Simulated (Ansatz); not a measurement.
```
Cu
1.0
     2.72209    0.00000    0.00000
    -1.36105    2.35740    0.00000
     0.00000    0.00000    4.02114
Cu
2
Direct
  0.33333 0.66667 0.25000
  0.66667 0.33333 0.75000
```

Space group P6₃/mmc; a structure from a database of computed crystals, not necessarily the ambient phase; changed on purpose from its base cell (biaxial strain in the a-b plane, c and atoms relaxed: +6.0 %); computed pressure about −7 GPa in this cell; computed without spin polarisation.

These are results of DFT PBE, scalar-relativistic, plane waves, PAW in Ansatz 0.2.0, not measurements.

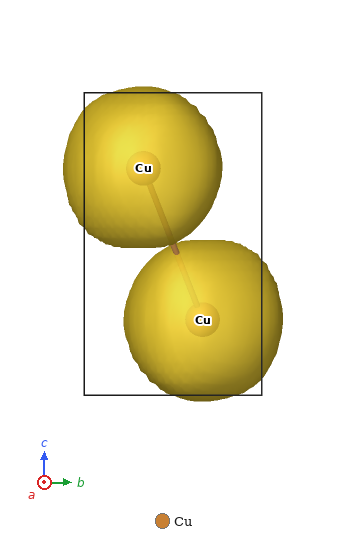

Cu. Isosurface of the valence charge density (pseudo) at 0.3 e/Å³ (yellow), seen along the a axis. Sticks mark near contacts.

How is the density connected at this value?

At this value the density breaks into separate islands; it holds about 90 % of the electrons treated as valence (semicore included). It bridges none of the near contacts. It is pinched off along the shortest Cu–Cu (2.55 Å) and Cu–Cu (2.72 Å) contacts. On the grid the lowest density along these lines, outside the cores, is 0.26 e/Å³ (Cu–Cu, 2.55 Å) and 0.21 e/Å³ (Cu–Cu, 2.72 Å).

Does the calculation give a band gap?

It is gapless in this calculation (a metal or semimetal).
